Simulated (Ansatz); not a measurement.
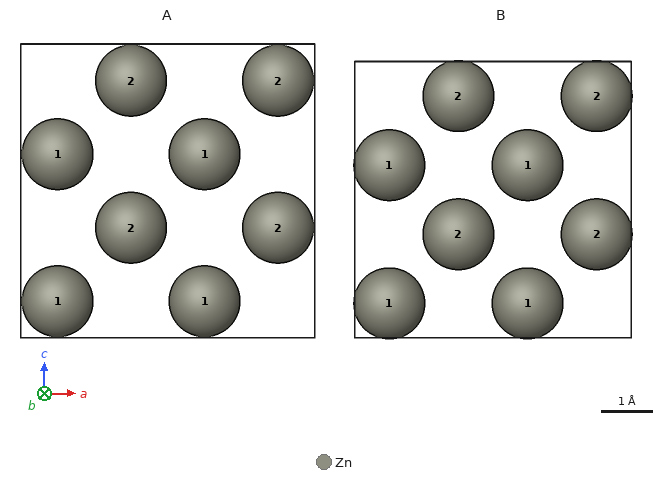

Two geometries of a crystal of Zn (a generated structure, set up in Fd-3m), drawn at one scale. One is the start of a relaxation, the other its converged end. A spheres-only model of the conventional cell (4 times the calculation's cell), seen along the b axis. Lengths and directions refer to the drawn axes.

Theory: DFT, PBE, plane waves (420 eV) with PAW, scalar-relativistic in Ansatz 0.2.0. Set-up: plane-wave cutoff 420 eV; k-point mesh 10 × 10 × 10; occupations fermi dirac; smearing width 0.1 eV; no spin polarisation; cell and atoms relaxed; force threshold 0.01 eV/Å; at most 60 steps.

Which of the two is the end point?

Answer. Structure A is the relaxed one. Phase: diamond. The atoms keep their places relative to the cell (all moves are under 0.005 Å). The drawn cell changes as follows: a = b = c 5.477 → 5.825 Å (+6.4 %); the volume changes by +20.3 %. Among the contacts that change: Zn1–Zn2 2.372 → 2.522 Å. The space group stays Fd-3m (No. 227). After 3 accepted moves (4 points after the start) the energy has fallen by 0.166 eV per cell of the calculation. All forces vanish by symmetry, so only the cell relaxes. The pressure goes from 7.76 to 0.03 GPa. The SCF was repeated once at an unchanged geometry on a basis and grid sized afresh for the cell, which shifted the energy by 4.1 meV per cell of the calculation at most. Cost: 16 s on 1 thread of Intel(R) Xeon(R) Platinum 8259CL CPU @ 2.50GHz (Skylake/Cascade Lake) (shared host), peak memory 0.53 GiB.
